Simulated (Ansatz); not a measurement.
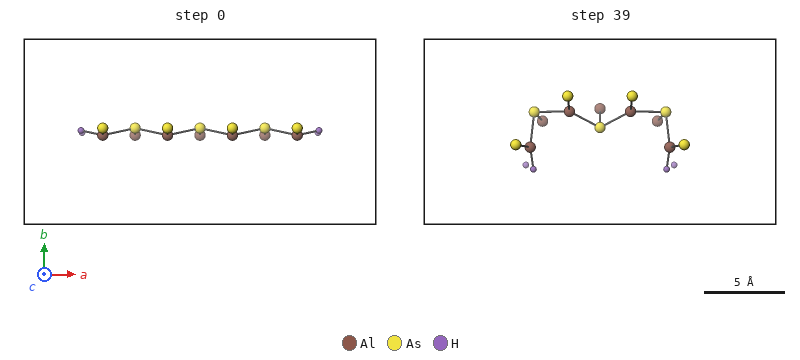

The structure of a wire of composition Al₇As₇H₄ before (left) and after (right) a relaxation, at one scale.

The picture is a ball-and-stick view of the cell of the calculation, with the vacuum cut short (origin shifted), seen along the c axis.

Case: armchair ribbon, 7 formula units a period, edges capped with H.

The calculation used DFT PBE, scalar-relativistic, plane waves, PAW (Ansatz). (plane-wave cutoff 420 eV; k-point mesh 1 × 1 × 5; occupations gaussian; smearing width 0.05 eV; no spin polarisation; cell relaxed at fixed a, b, alpha, beta, gamma; force threshold 0.02 eV/Å; at most 45 steps)

Question: Describe what moved and what it gained.

Answer: The largest moves relative to the centre of the atoms, 4.08 Å, are those of H atoms. Largest moves by element: H 4.08 Å, As 2.01 Å, Al 1.88 Å. Along the periodic axis the drawn cell goes c 7.029 → 6.489 Å (−7.7 %). Near-neighbour distances that change, for instance: Al–As 2.384 → 2.447 Å, Al–As 2.384 → 2.427 Å, As–H 1.520 → 1.535 Å. Bond angles that change, for instance: Al–As–Al 116.7° → 86.8°, Al–As–H 116.7° → 93.4°, Al–As–Al 116.7° → 98.3°. The energy falls by 1.459 eV per cell of the calculation in 35 accepted moves (39 points after the start). The largest force component goes from 0.34 to 0.013 eV/Å. The line search rejected the trial steps at points 5, 22, 34 of the run. At 1 point the geometry stayed and the basis and grid were re-selected for the new cell (energy shift of 5.2 meV per cell of the calculation at most each time).
